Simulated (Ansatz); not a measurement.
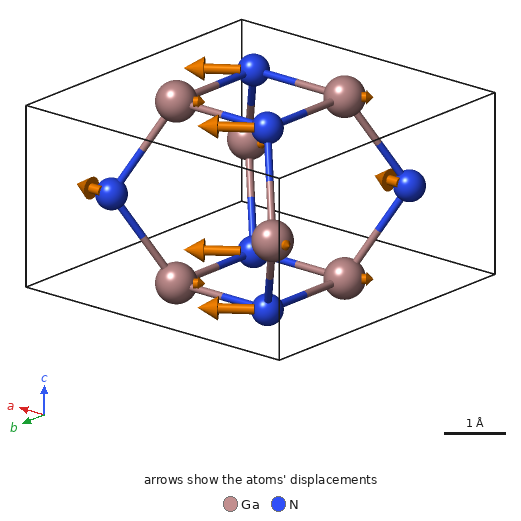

One vibrational mode of solid GaN (a generated structure) at the zone centre. Displacements are drawn as orange arrows; their common scale and sign are arbitrary. Style: ball-and-stick. Shown: the cell of the calculation, from a free direction.

The calculation used DFT PBE, scalar-relativistic, plane waves, PAW (Ansatz 0.2.0).

The input:
```yaml
crystal:
  lattice:
    - [5.5350068622, 0.0, 0.0]
    - [0.0, 5.5350068622, 0.0]
    - [0.0, 0.0, 3.2140679139]
  atoms:
    - { symbol: Ga, position: [0.6794196202, 0.6794196202, 0.0] }
    - { symbol: Ga, position: [0.1794196202, 0.8205803798, 0.5] }
    - { symbol: Ga, position: [0.8205803798, 0.1794196202, 0.5] }
    - { symbol: Ga, position: [0.3205803798, 0.3205803798, 0.0] }
    - { symbol: "N", position: [0.817803611, 0.817803611, 0.5] }
    - { symbol: "N", position: [0.182196389, 0.182196389, 0.5] }
    - { symbol: "N", position: [0.682196389, 0.317803611, 0.0] }
    - { symbol: "N", position: [0.317803611, 0.682196389, 0.0] }
basis:
  ecutwfc: 420
kpoints:
  mp_grid: { grid: [6, 6, 8] }
hamiltonian:
  xc: pbe
scf:
  occupations: { method: fixed }
output:
  eigenvalues: true
phonons:
  method: dfpt
  dielectric: true
  rigid_motions: translations
  eigenvectors: true
  qmesh: [1, 1, 2]
  temperatures: { t_max: 1000, t_step: 100 }
  qpath:
    path:
      - [[0.0, 0.0, 0.0], [0.0, 0.5, 0.0], [0.5, 0.5, 0.0], [0.0, 0.0, 0.0], [0.0, 0.0, 0.5], [0.0, 0.5, 0.5], [0.5, 0.5, 0.5], [0.0, 0.0, 0.5]]
      - [[0.0, 0.5, 0.0], [0.0, 0.5, 0.5]]
      - [[0.5, 0.5, 0.0], [0.5, 0.5, 0.5]]
    npoints: 8
```

Launched with:
```bash
ansatz run input.yaml --threads 4 --pin off --max-ram 8192MiB --backend cpu --events-out ev --progress --plain --runs-dir out
```

Frequencies are those without the non-analytic (LO–TO) term.

Question: Give the symmetry, activity and frequency of this mode.

Answer: This is the E_u mode (doubly degenerate; one member of the set is drawn) at 467 cm⁻¹, optical level 9 of 16, counted from below, infrared-active by symmetry. It stretches the Ga–N bonds (2.00 Å); the kinetic energy is shared as N 83 %, Ga 17 %. Its infrared intensity is 88 (D/Å)²/amu for the set.
